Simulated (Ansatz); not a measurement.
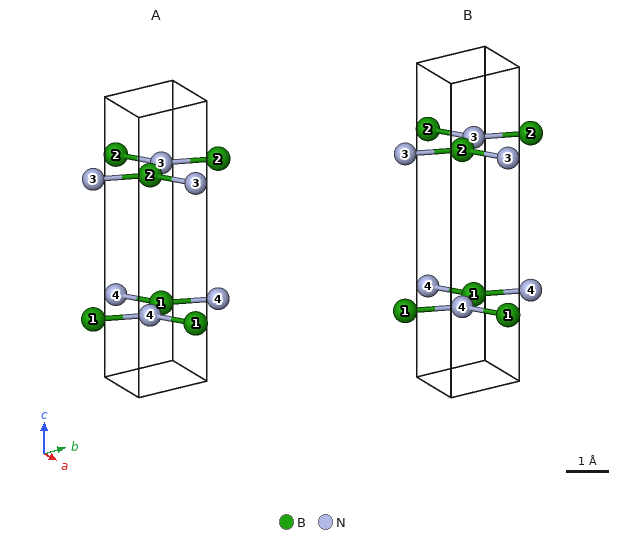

Two geometries of a crystal of BN (set up in P6_3/mmc), drawn at one scale. One is the start of a relaxation, the other its converged end. A ball-and-stick model of the cell of the calculation, seen slightly off an axis.

The calculation used DFT r2SCAN, scalar-relativistic, plane waves, PAW in Ansatz. (plane-wave cutoff 500 eV; k-point mesh 12 × 12 × 4; occupations gaussian; smearing width 0.02 eV; no spin polarisation; cell and atoms relaxed; force threshold 0.005 eV/Å; at most 80 steps)

### Which geometry has the lower energy?

Structure A is the relaxed one. The energy falls by 6.1 meV per atom in 4 accepted moves (5 points after the start). All forces vanish by symmetry, so only the cell relaxes. Pressure: −3.25 GPa at the start and 0.00 GPa at the end. The SCF was repeated once at an unchanged geometry on a basis and grid sized afresh for the cell, which shifted the energy by 0.4 meV per atom at most. The atoms keep their places relative to the cell (all moves are under 0.005 Å). The volume changes by −11.6 %, with a = b 2.512 → 2.501 Å (−0.5 %), c 7.707 → 6.874 Å (−10.8 %). Among the contacts that change: B1–N4 1.451 → 1.444 Å. The space group stays P6_3/mmc (No. 194).

Limits of the set-up: layers or molecules are held without a dispersion correction, so their spacing is unreliable.
